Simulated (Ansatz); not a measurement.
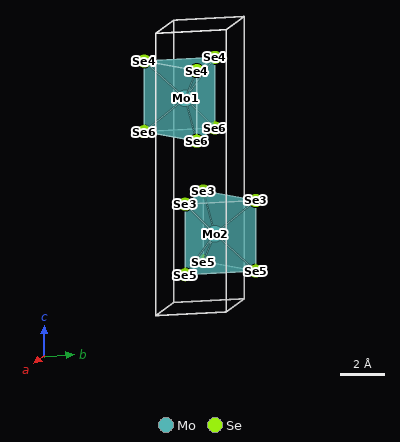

Figure 1. The input geometry of the first run (polyhedral view of the cell of the calculation, seen slightly off an axis; polyhedra are completed across the faces of the cell; atoms are numbered from 1 in the order of the input).

# MoSe$_{2}$: a changed input and its effect

System: MoSe$_{2}$ (P6₃/mmc, 6 atoms in the cell).
Method of the first run: Kohn-Sham DFT of a periodic cell, PBE with D4, Ansatz PAW, no spin polarisation (Ansatz 0.2.0).

The structure derives from an entry of the Crystallography Open Database. Text and figures count atoms from 1; the logs count them from 0 in places.

**The input, the first run**
```yaml
crystal:
  lattice:
    - [3.3312681198, 0.0, 0.0]
    - [-1.6656340599, 2.8849628185, 0.0]
    - [0.0, 0.0, 13.0697563093]
  atoms:
    - { symbol: Mo, position: [0.6666666667, 0.3333333333, 0.75] }
    - { symbol: Mo, position: [0.3333333333, 0.6666666667, 0.25] }
    - { symbol: Se, position: [0.6666666667, 0.3333333333, 0.375] }
    - { symbol: Se, position: [0.3333333333, 0.6666666667, 0.875] }
    - { symbol: Se, position: [0.6666666667, 0.3333333333, 0.125] }
    - { symbol: Se, position: [0.3333333333, 0.6666666667, 0.625] }
hamiltonian:
  xc: pbe
  pseudopotentials: { kind: paw }
  dispersion: d4
kpoints:
  mp_grid: { grid: [9, 9, 2] }
scf:
  occupations: { method: fermi_dirac, width: 0.05 }
output:
  forces: true
  stress: true
  eigenvalues: true
  write_density: true
  write_potential: true
  elf: true
  volumetric_format: npy
```

Command:
```bash
ansatz run input.yaml --threads 2 --pin off --max-ram 5120MiB --backend cpu --events-out ev --progress --plain --runs-dir out
```

Hardware: 2 threads of Arm Neoverse V1, 24 GiB of memory available, shared host.

**Output, shortened to warnings, some set-up lines, iterations and results (the first run)**
```
Basis set: ecut = 420 eV, 2503 PW (Γ), exchange–correlation on 48×48×180 points (8 copies of the dense FFT grid, shifted against one another)
Symmetry: 24 space group operations
k-points: 24 of 162
Initial density: superposition of atomic densities (neutral atoms: chi_scale 0, normalization atom), corrected by the library's trained network
[...]
SCF iter   1: F=—  HF=-31795.107759 eV  |F-HF|=—  |Δ(HF+E_count)|=         —  Δρ=4.74e-3  dr2=8.29e-3  ethr=1.77e-3  ⟨swp⟩=6.2  Hψ=4729  notcnv=0
SCF iter   2: F=—  HF=-31795.116649 eV  |F-HF|=—  |Δ(HF+E_count)|=   8.89e-3  Δρ=2.72e-3  dr2=2.51e-3  ethr=9.01e-6  ⟨swp⟩=2.0  Hψ=2072  notcnv=0  defer=11
SCF iter   3: F=—  HF=-31795.120514 eV  |F-HF|=—  |Δ(HF+E_count)|=   3.87e-3  Δρ=9.95e-4  dr2=1.48e-3  ethr=2.73e-6  ⟨swp⟩=2.0  Hψ=1680  notcnv=0  defer=11
SCF iter   4: F=—  HF=-31795.120712 eV  |F-HF|=—  |Δ(HF+E_count)|=   1.98e-4  Δρ=1.03e-4  dr2=8.69e-6  ethr=1.61e-6  ⟨swp⟩=2.0  Hψ=1592  notcnv=0  defer=11
SCF iter   5: F=—  HF=-31795.120685 eV  |F-HF|=—  |Δ(HF+E_count)|=   2.71e-5  Δρ=3.02e-5  dr2=1.34e-6  ethr=9.44e-9  ⟨swp⟩=2.0  Hψ=1913  notcnv=0  defer=11
SCF iter   6: F=—  HF=-31795.120686 eV  |F-HF|=—  |Δ(HF+E_count)|=   1.07e-6  Δρ=8.00e-6  dr2=2.07e-7  ethr=1.45e-9  ⟨swp⟩=2.0  Hψ=1700  notcnv=0  defer=11
SCF iter   7: F=-31795.120686 eV  HF=-31795.120686 eV  |F-HF|=4.58e-9  |Δ(HF+E_count)|=   8.70e-8  Δρ=2.42e-6  dr2=1.29e-8  ethr=1.09e-10  ⟨swp⟩=12.5  Hψ=8373  notcnv=0
SCF 1 converged in 7 iterations: F = -31795.120686 eV  dr2 = 1.29e-8
SCF converged after 7 iterations
Free energy (F): -31795.120686 eV
Harris-Foulkes:  -31795.120686 eV  (|F-HF|=4.58e-9)
Internal energy: -31795.120680 eV  (E = F + TS)
E sigma→0 (E₀):  -31795.120683 eV
Entropy (-TS):   -0.000006 eV (-0.001 meV/atom)
Fermi energy:    12.256424 eV
--- Per-component energies (eV) ---
  E_band       = -1685.552428
  E_kinetic    = 1359.224246
  E_local      = -12339.786041  (includes V_loc(G=0)·N_el)
  E_nonlocal   = -2095.717412
  E_hartree    = 5828.574302
  E_xc         = -785.745753
  E_vxc        = -853.405792  (∫ρ·V_xc dr)
  E_paw        = -14048.342876  (= ΣΔE_a)
  E_vpaw       = 586.988973  (= ΣTr[D̂ρ^β])
  E_aug_tail   = -0.002265  (compensation charges beyond the density's cutoff)
  E_ewald      = -9710.580956
  E_disp       = -2.743926  (pairwise vdW)
  E_smearing   = -0.000006  (= −TS)
  E_closure    = 0.000000  (closes the sum)
  Σ components = -31795.120686   (vs F -31795.120686, Δ=0.00e0)
--- Forces (eV/Å), atoms counted from 1 ---
  atom   1  Mo    -0.00000000    -0.00000000     0.00000000
  atom   2  Mo     0.00000000     0.00000000    -0.00000000
  atom   3  Se    -0.00000000     0.00000000     0.54630819
  atom   4  Se    -0.00000000     0.00000000     0.54630819
  atom   5  Se    -0.00000000     0.00000000    -0.54630819
  atom   6  Se    -0.00000000    -0.00000000    -0.54630819
  max |Σ_I F_I| component: 1.16e-17 eV/Å
--- Stress (GPa, compression-positive) ---
        8.689545       0.000000      -0.000000
        0.000000       8.689545      -0.000000
       -0.000000      -0.000000       3.113306
  P = ⅓ Tr σ = 6.8308 GPa (68.308 kbar)
```

For the second run the input was changed thus:
```diff
-  xc: pbe
+  xc: rpbe
-  write_density: true
-  write_potential: true
-  elf: true
-  volumetric_format: npy
```

How does the second run compare with the first run?

The total energies belong to different methods, so their difference says nothing on which is more stable or more accurate. The pressure goes from 6.83 to 13.02 GPa. The largest force goes from 0.546 to 0.715 eV/Å. The functional changes from PBE to RPBE. Along LDA, PBEsol, PBE and RPBE the binding weakens and the preferred volume grows, so the same cell is under more pressure with the later ones. The SCF takes 8 iterations against 7.

**Output, shortened to warnings, some set-up lines, iterations and results (the second run)**
```
WARN: dispersion: an atom stands within reach of a switch of its C6 between two reference coordination numbers of its element: through that C6 alone, e_disp changes by 0.025 eV or more while the distances to its neighbours run over a stretch of 0.05 Å that contains this geometry (sites counted from 0 in the run's list of atoms or, in a supercell that it derives, in that cell's: here a list of 6) …
Basis set: ecut = 420 eV, 2503 PW (Γ), exchange–correlation on 48×48×180 points (8 copies of the dense FFT grid, shifted against one another)
Symmetry: 24 space group operations
k-points: 24 of 162
Initial density: superposition of atomic densities (neutral atoms: chi_scale 0, normalization atom), corrected by the library's trained network
[...]
SCF iter   1: F=—  HF=-31835.745693 eV  |F-HF|=—  |Δ(HF+E_count)|=         —  Δρ=5.10e-3  dr2=1.05e-2  ethr=1.77e-3  ⟨swp⟩=6.3  Hψ=4771  notcnv=0  defer=1
SCF iter   2: F=—  HF=-31835.756479 eV  |F-HF|=—  |Δ(HF+E_count)|=   1.08e-2  Δρ=2.95e-3  dr2=3.41e-3  ethr=1.14e-5  ⟨swp⟩=2.0  Hψ=2019  notcnv=0  defer=21
SCF iter   3: F=—  HF=-31835.762389 eV  |F-HF|=—  |Δ(HF+E_count)|=   5.91e-3  Δρ=8.58e-4  dr2=1.79e-3  ethr=3.71e-6  ⟨swp⟩=2.0  Hψ=1915  notcnv=0  defer=10
SCF iter   4: F=—  HF=-31835.762554 eV  |F-HF|=—  |Δ(HF+E_count)|=   1.65e-4  Δρ=2.45e-4  dr2=1.18e-4  ethr=1.94e-6  ⟨swp⟩=2.0  Hψ=1618  notcnv=0  defer=10
SCF iter   5: F=—  HF=-31835.762644 eV  |F-HF|=—  |Δ(HF+E_count)|=   8.98e-5  Δρ=1.19e-4  dr2=4.84e-5  ethr=1.28e-7  ⟨swp⟩=3.0  Hψ=2249  notcnv=0  defer=10
SCF iter   6: F=—  HF=-31835.762640 eV  |F-HF|=—  |Δ(HF+E_count)|=   4.46e-6  Δρ=4.10e-5  dr2=6.29e-6  ethr=5.26e-8  ⟨swp⟩=2.2  Hψ=1906  notcnv=0  defer=10
SCF iter   7: F=—  HF=-31835.762648 eV  |F-HF|=—  |Δ(HF+E_count)|=   8.12e-6  Δρ=9.85e-6  dr2=2.17e-7  ethr=6.84e-9  ⟨swp⟩=2.2  Hψ=1733  notcnv=0  defer=10
SCF iter   8: F=-31835.762649 eV  HF=-31835.762649 eV  |F-HF|=7.57e-8  |Δ(HF+E_count)|=   7.80e-7  Δρ=2.81e-6  dr2=1.17e-8  ethr=1.09e-10  ⟨swp⟩=9.7  Hψ=5454  notcnv=0
SCF 1 converged in 8 iterations: F = -31835.762649 eV  dr2 = 1.17e-8
SCF converged after 8 iterations
Free energy (F): -31835.762649 eV
Harris-Foulkes:  -31835.762649 eV  (|F-HF|=7.57e-8)
Internal energy: -31835.762644 eV  (E = F + TS)
E sigma→0 (E₀):  -31835.762646 eV
Entropy (-TS):   -0.000005 eV (-0.001 meV/atom)
Fermi energy:    12.360917 eV
--- Per-component energies (eV) ---
  E_band       = -1675.582140
  E_kinetic    = 1358.853726
  E_local      = -12331.392770  (includes V_loc(G=0)·N_el)
  E_nonlocal   = -2104.445888
  E_hartree    = 5828.728971
  E_xc         = -786.755058
  E_vxc        = -853.055768  (∫ρ·V_xc dr)
  E_paw        = -14083.453103  (= ΣΔE_a)
  E_vpaw       = 597.002953  (= ΣTr[D̂ρ^β])
  E_aug_tail   = -0.002244  (compensation charges beyond the density's cutoff)
  E_ewald      = -9710.580956
  E_disp       = -5.434759  (pairwise vdW)
  E_core_change = -1.280561  (= ΣΔE_core)
  E_smearing   = -0.000005  (= −TS)
  E_closure    = 0.000000  (closes the sum)
  Σ components = -31835.762649   (vs F -31835.762649, Δ=0.00e0)
--- Forces (eV/Å), atoms counted from 1 ---
  atom   1  Mo     0.00000000     0.00000000     0.00000000
  atom   2  Mo     0.00000000     0.00000000    -0.00000000
  atom   3  Se    -0.00000000     0.00000000     0.71508874
  atom   4  Se     0.00000000     0.00000000     0.71508874
  atom   5  Se    -0.00000000    -0.00000000    -0.71508874
  atom   6  Se    -0.00000000    -0.00000000    -0.71508874
  max |Σ_I F_I| component: 3.33e-16 eV/Å
--- Stress (GPa, compression-positive) ---
       17.993254      -0.000000      -0.000000
        0.000000      17.993254      -0.000000
       -0.000000      -0.000000       3.060937
  P = ⅓ Tr σ = 13.0158 GPa (130.158 kbar)
```

**The two runs side by side**

| quantity | the first run | the second run |
| --- | --- | --- |
| outcome | converged | converged |
| free energy per atom (eV) | −5299.1868 | −5305.9604 |
| gap on the mesh (eV) | 0.88 | 0.90 |
| pressure (GPa) | 6.83 | 13.02 |
| largest force (eV/Å) | 0.546 | 0.715 |
| SCF iterations | 7 | 8 |
| irreducible k-points | 24 | 24 |
| plane waves at Γ | 2503 | 2503 |
| wall time (shared host) | 5.5 s | 4.4 s |

For the second run: Points of doubt noted for this run: forces on files of another functional.
